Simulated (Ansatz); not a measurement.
**Energy of CsPbCl₃ along an even scaling of the cell**

System: CsPbCl₃ (Pm-3m, 5 atoms in the cell).
Method: Kohn-Sham DFT of a periodic cell, PBE, SPMS NC, no spin polarisation (Ansatz 0.2.0).

The 5 runs differ only in the geometry, by an even scaling of the cell at fixed fractional positions. The structure derives from an entry of the Crystallography Open Database.

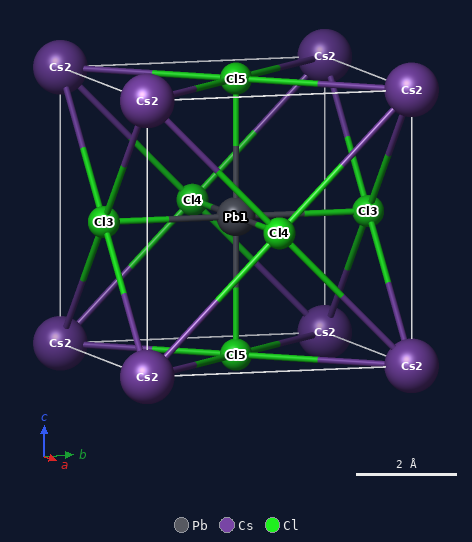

Figure 1. The structure of run 3 (ball-and-stick view of the cell of the calculation, seen slightly off an axis; atoms are numbered from 1 in the order of the input).

## Input of run 3
```yaml
crystal:
  lattice:
    - [5.605, 0.0, 0.0]
    - [0.0, 5.605, 0.0]
    - [0.0, 0.0, 5.605]
  atoms:
    - { symbol: Pb, position: [0.5, 0.5, 0.5] }
    - { symbol: Cs, position: [0.0, 0.0, 0.0] }
    - { symbol: Cl, position: [0.5, 0.0, 0.5] }
    - { symbol: Cl, position: [0.0, 0.5, 0.5] }
    - { symbol: Cl, position: [0.5, 0.5, 0.0] }
hamiltonian:
  xc: pbe
  pseudopotentials: { kind: nc, source: spms }
kpoints:
  mp_grid: { grid: [5, 5, 5] }
scf:
  occupations: { method: fermi_dirac, width: 0.05 }
output:
  forces: true
  stress: true
  eigenvalues: true
```

Command:
```bash
ansatz run input.yaml --threads 2 --pin off --max-ram 5120MiB --backend cpu --events-out ev --progress --plain --runs-dir out
```

Run 4 differs from it as follows:
```diff
-    - [5.605, 0.0, 0.0]
-    - [0.0, 5.605, 0.0]
-    - [0.0, 0.0, 5.605]
+    - [5.6787584584, 0.0, 0.0]
+    - [0.0, 5.6787584584, 0.0]
+    - [0.0, 0.0, 5.6787584584]
```

## Results, with one run withheld

| run | volume per atom (Å³) | free energy per atom, from the lowest run given (meV) | pressure (GPa) | gap on the mesh (eV) |
| --- | --- | --- | --- | --- |
| 1 | 33.104 | 47.00 | 3.76 | 2.81 |
| 2 | 34.513 | 20.55 | 2.31 | 2.91 |
| 3 | 35.217 | 11.78 | 1.69 | 2.96 |
| 4 | 36.626 | ? | ? | ? |
| 5 | 37.330 | 0.00 | 0.18 | 3.08 |

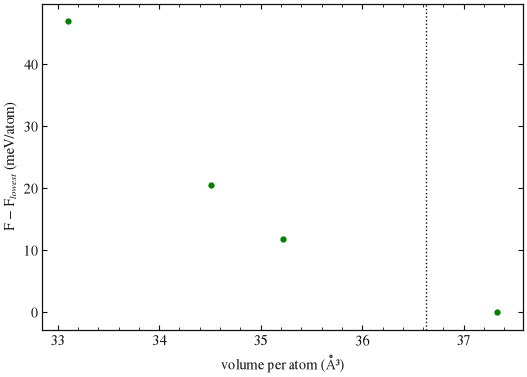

Figure 2. Free energy per atom of the runs given; the dotted line marks run 4.

Fit the runs given and predict run 4.

A quadratic polynomial in V^(−2/3) (the Birch–Murnaghan form), fitted to the 4 runs given, misses them by at most 0.01 meV per atom. With x = V^(−2/3) − 0.09348 Å⁻², it reads F = 14.331 + 6626.8 x + 7.5933e+05 x² (meV per atom). At run 4 it gives 1.71 meV per atom, and the run itself gives 1.76. The slope of the fit gives a pressure −dF/dV of 0.62 GPa there, and the run prints 0.63 GPa. The fit has no minimum inside this range. The gap on the mesh goes, without turning, from 2.81 eV in run 1 to 3.08 eV in run 5; run 4 has 3.04 eV. These are gaps of this functional on this mesh, which can miss the band edges; they aren't the measured gap.

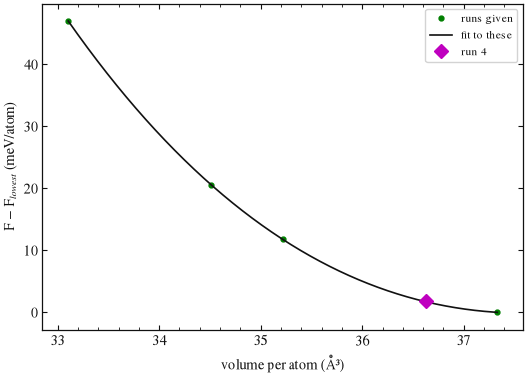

Figure 3. The fit and the withheld run.

## Output, shortened to warnings, some set-up lines, iterations and results (run 4)
```
Basis set: ecut = 544.22772491976 eV, 5257 PW (Γ), exchange–correlation on 90×90×90 points (8 copies of the dense FFT grid, shifted against one another)
Symmetry: 48 space group operations
k-points: 10 of 125
Initial density: superposition of atomic densities (chi_scale 0.1, normalization cell, long waves kept (reshape's long-wave potential 0.01 eV rms))
[...]
SCF iter   1: F=—  HF=-3689.328015 eV  |F-HF|=—  |Δ(HF+E_count)|=         —  Δρ=2.22e-2  dr2=2.19e0  ethr=3.10e-3  ⟨swp⟩=7.4  Hψ=1443  notcnv=0
SCF iter   2: F=—  HF=-3688.586132 eV  |F-HF|=—  |Δ(HF+E_count)|=   7.42e-1  Δρ=1.08e-2  dr2=7.19e-1  ethr=3.10e-3  ⟨swp⟩=3.2  Hψ=554  notcnv=0  defer=9
SCF iter   3: F=—  HF=-3688.233753 eV  |F-HF|=—  |Δ(HF+E_count)|=   3.52e-1  Δρ=2.84e-3  dr2=3.59e-2  ethr=1.63e-3  ⟨swp⟩=4.2  Hψ=685  notcnv=0  defer=9
SCF iter   4: F=—  HF=-3688.226725 eV  |F-HF|=—  |Δ(HF+E_count)|=   7.03e-3  Δρ=1.18e-3  dr2=3.33e-3  ethr=8.16e-5  ⟨swp⟩=3.2  Hψ=534  notcnv=0  defer=10
SCF iter   5: F=—  HF=-3688.227636 eV  |F-HF|=—  |Δ(HF+E_count)|=   9.11e-4  Δρ=1.75e-4  dr2=4.82e-5  ethr=7.57e-6  ⟨swp⟩=2.0  Hψ=522  notcnv=0  defer=10
SCF iter   6: F=—  HF=-3688.227673 eV  |F-HF|=—  |Δ(HF+E_count)|=   3.67e-5  Δρ=3.47e-5  dr2=2.94e-6  ethr=1.10e-7  ⟨swp⟩=2.0  Hψ=425  notcnv=0  defer=10
SCF iter   7: F=-3688.227674 eV  HF=-3688.227674 eV  |F-HF|=5.74e-8  |Δ(HF+E_count)|=   1.62e-6  Δρ=4.40e-6  dr2=2.48e-8  ethr=2.27e-10  ⟨swp⟩=13.1  Hψ=2134  notcnv=0
SCF 1 converged in 7 iterations: F = -3688.227674 eV  dr2 = 2.48e-8
SCF converged after 7 iterations
Free energy (F): -3688.227674 eV
Harris-Foulkes:  -3688.227674 eV  (|F-HF|=5.74e-8)
Internal energy: -3688.227674 eV  (E = F + TS)
E sigma→0 (E₀):  -3688.227674 eV
Fermi energy:    4.783717 eV
--- Per-component energies (eV) ---
  E_band       = -235.266237
  E_kinetic    = 1281.087184
  E_local      = -2415.689853  (includes V_loc(G=0)·N_el)
  E_nonlocal   = -83.186451
  E_hartree    = 853.329100
  E_xc         = -974.483531
  E_vxc        = -724.135015  (∫ρ·V_xc dr)
  E_ewald      = -2349.284125
  E_smearing   = -0.000000  (= −TS)
  E_closure    = 0.000000  (closes the sum)
  Σ components = -3688.227674   (vs F -3688.227674, Δ=0.00e0)
--- Forces (eV/Å), atoms counted from 1 ---
  atom   1  Pb     0.00000000     0.00000000     0.00000000
  atom   2  Cs    -0.00000000     0.00000000     0.00000000
  atom   3  Cl     0.00000000    -0.00000000     0.00000000
  atom   4  Cl     0.00000000     0.00000000     0.00000000
  atom   5  Cl     0.00000000    -0.00000000     0.00000000
  max |Σ_I F_I| component: 2.96e-29 eV/Å
--- Stress (GPa, compression-positive) ---
        0.629386       0.000000       0.000000
        0.000000       0.629386       0.000000
       -0.000000       0.000000       0.629386
  P = ⅓ Tr σ = 0.6294 GPa (6.294 kbar)
```

Notes: Spin–orbit coupling is left out, which matters for Pb.
